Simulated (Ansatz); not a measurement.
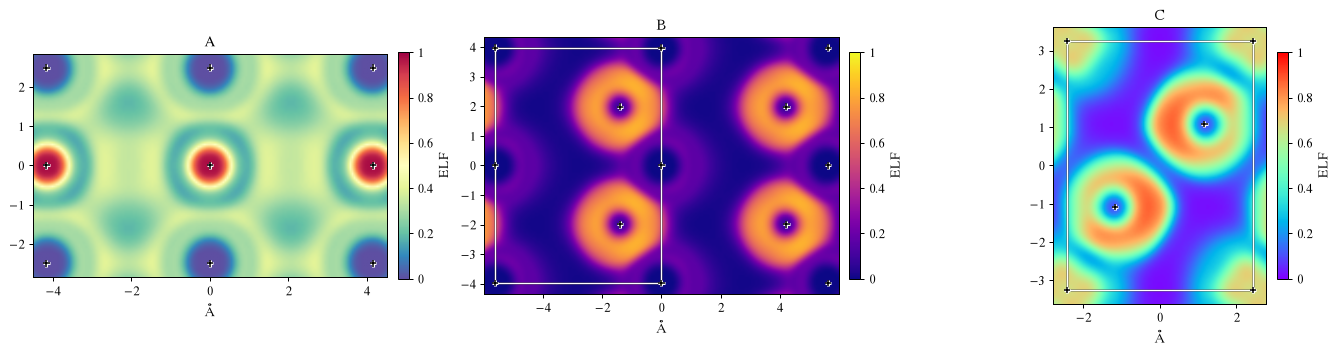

The ELF of 3 systems, each on a plane through atoms (crosses mark nuclei in the plane).

Method: DFT PBEsol, scalar-relativistic, plane waves, PAW (Ansatz 0.2.0).

System 1: ZnSe, the (101) plane of the conventional cell. Space group F-43m.

```
Zn Se
1.0
     5.63320    0.00000    0.00000
     0.00000    0.00000   -5.63320
     0.00000    5.63320    0.00000
Zn Se
4 4
Direct
  0.50000 0.50000 0.00000
  0.00000 0.50000 0.50000
  0.00000 0.00000 0.00000
  0.50000 0.00000 0.50000
  0.75000 0.75000 0.25000
  0.25000 0.75000 0.75000
  0.25000 0.25000 0.25000
  0.75000 0.25000 0.75000
```

System 2: PtSe2, the (110) plane of the conventional cell. Space group P-3m1.

```
Pt Se
1.0
     3.76072    0.00000    0.00000
    -1.88036    3.25688    0.00000
     0.00000    0.00000    4.86331
Pt Se
1 2
Direct
  0.00000 0.00000 0.00000
  0.33333 0.66667 0.26068
  0.66667 0.33333 0.73932
```

System 3: Co3Sn2, the (100) plane of the conventional cell. Space group P-6m2; a structure from a database of computed crystals, not necessarily the ambient phase; spin-polarised.

```
Co Sn
1.0
     4.16314    0.00000    0.00000
    -2.08157    3.60539    0.00000
     0.00000    0.00000    4.99313
Co Sn
3 2
Direct
  0.00000 0.00000 0.74610
  0.00000 0.00000 0.25390
  0.66667 0.33333 0.00000
  0.66667 0.33333 0.50000
  0.33333 0.66667 0.00000
```

Match each panel to its system.

Answer. Panel A is system 3, Co3Sn2: the plane holds Co and Sn. Co–Sn (2.50 Å): the ELF is about 0.35 at the midpoint. Panel B is system 1, ZnSe: the plane holds Zn and Se. Zn–Se (2.44 Å): the ELF is about 0.60 at the midpoint. Panel C is system 2, PtSe2: the plane holds Pt and Se. Pt–Se (2.51 Å): the ELF is about 0.50 at the midpoint.
